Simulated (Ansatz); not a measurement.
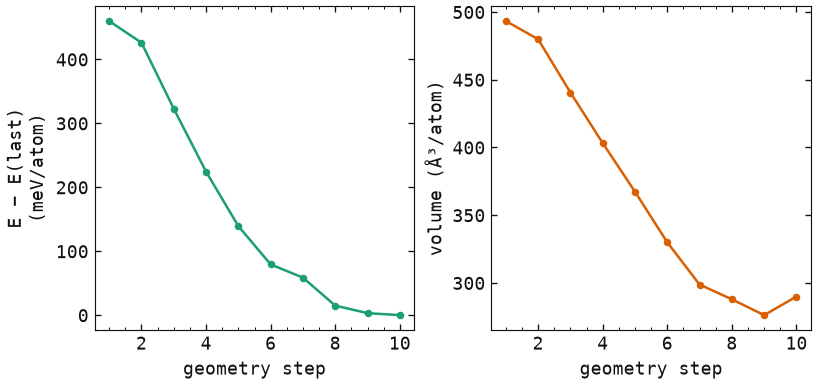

History of a geometry optimisation. The run: KI (2 atoms in the cell), by DFT PBE, scalar-relativistic, plane waves, PAW (Ansatz); cutoff 420 eV, 4×4×1 k-mesh, Gaussian smearing of 0.1 eV. A closing SCF on a freshly chosen basis isn't drawn.

The optimisation met its thresholds at geometry 10, counting the start as the first. The energy fell by about 460 meV/atom from the first step to the last. All forces vanish by symmetry, so only the cell moves. The volume shrinks from 493.3 to 290.0 Å³ per atom (−41 %), overshooting to 276.2 at step 9.
